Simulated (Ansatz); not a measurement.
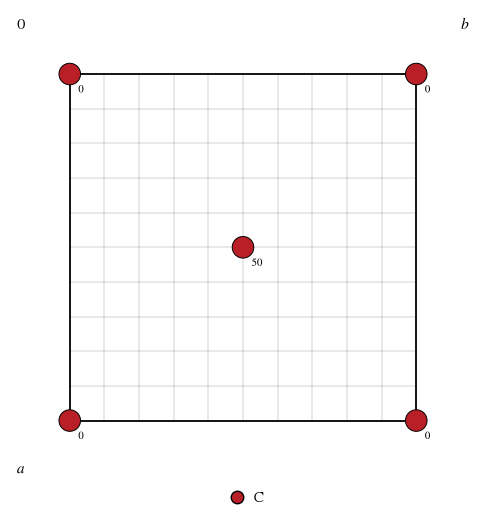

Plan of a unit cell projected along c (a down the page, b across); the numbers are heights in hundredths of c, and atoms on the cell's edges are repeated. The grid marks tenths of a and b. Source: coordinates from a relaxation with Ansatz, DFT, revPBE, plane waves (420 eV) with PAW, scalar-relativistic; the starting structure was generated, so it need not be a known form of this composition. The drawing is computed from the coordinates (standard cell, symmetry found to 0.002 Å).

a = 2.386 Å, b = 2.386 Å, c = 2.386 Å, α = 90.00°, β = 90.00°, γ = 90.00°.

What does the cell contain?

Answer. 2 C: C, Z = 2.

Which space group?

Answer. Im-3m (No. 229), body-centred cubic.

Give the independent sites, coordinates to two places.

Answer.
```
atom  site  symmetry     x     y     z
   C    2a      m-3m  0.00  0.00  0.00
```
